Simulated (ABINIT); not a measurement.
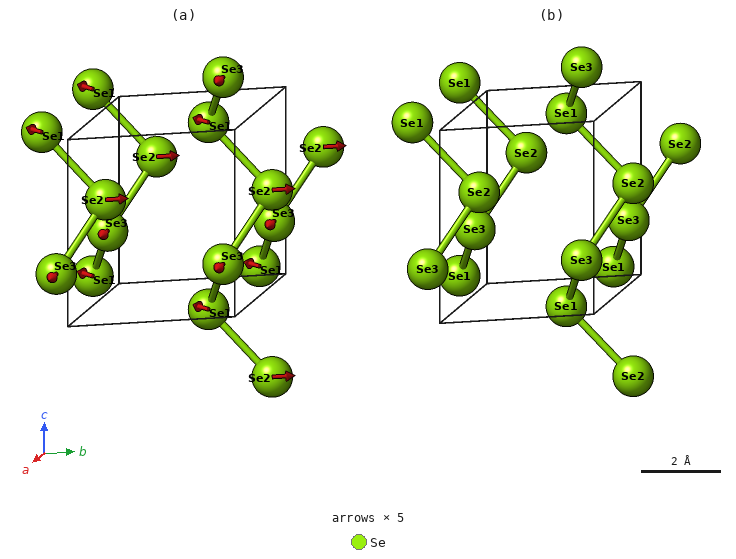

The structure of crystalline Se (set up in P3_121) before (left) and after (right) a relaxation, at one scale. The red arrows give the displacements (the part carried along by the change of the cell is left out), 5 times their true length.

The picture is a ball-and-stick view of the cell of the calculation, seen slightly off an axis.

The run lets cell and atoms move.

The calculation used ABINIT, Kohn-Sham DFT of a periodic cell, PBEsol, PseudoDojo NC SR PBEsol v0.4.1 standard.

Input
```
# Pseudopotentials
pp_dirpath "./"
pseudos "Se.upf"

# Structure
acell 3*1.0 Angstrom
rprim
     4.3662000000     0.0000000000     0.0000000000
    -2.1831000000     3.7812401180     0.0000000000
     0.0000000000     0.0000000000     4.9536000000
ntypat 1
znucl 34
natom 3
typat 1 1 1
chkprim 0
chksymtnons 0
tolsym 1.0e-6
xred
   0.7746000000   0.7746000000            0.0
            0.0   0.2254000000            2/3
   0.2254000000            0.0            1/3

# Plane-wave basis
ecut 43.0
ecutsm 0.5

# k points
kptopt 1
ngkpt 5 5 4
nshiftk 1
shiftk 0.0 0.0 0.0

# Exchange and correlation
ixc -116133

# Bands and occupations
nband 29
occopt 3
tsmear 0.00183747

# SCF cycle
nstep 80
tolvrs 1.0e-12

# Output
iomode 3
prteig 0
prtebands 0
prtwf 0
prtden 0

# Relaxation
ionmov 2
optcell 2
ntime 50
tolmxf 2.0e-5
dilatmx 1.08
```

Command:
```bash
abinit run.abi > log 2>&1
```

Describe what moved and what it gained.

Answer. The run was cut off at its time limit before the relaxation converged, so the last structure is only a point on the way. Over 6 geometry steps the energy falls by 23.8 meV per atom. The largest force component goes from 0.31 to 0.22 eV/Å. Pressure: 0.21 GPa at the start and −0.92 GPa at the end. The largest moves relative to the cell, 0.12 Å, are those of Se1, Se2 and Se3. Se1 goes along [−1 −1 0]. The drawn cell changes as follows: a = b 4.366 → 4.031 Å (−7.7 %), c 4.954 → 5.112 Å (+3.2 %); the volume changes by −12.0 %. Among the contacts that change: Se1–Se2 2.373 → 2.470 Å. The space group stays P3_121 (No. 152). The run took 25 min on 1 thread of Arm Neoverse V1 (shared host), peak memory 0.18 GiB.
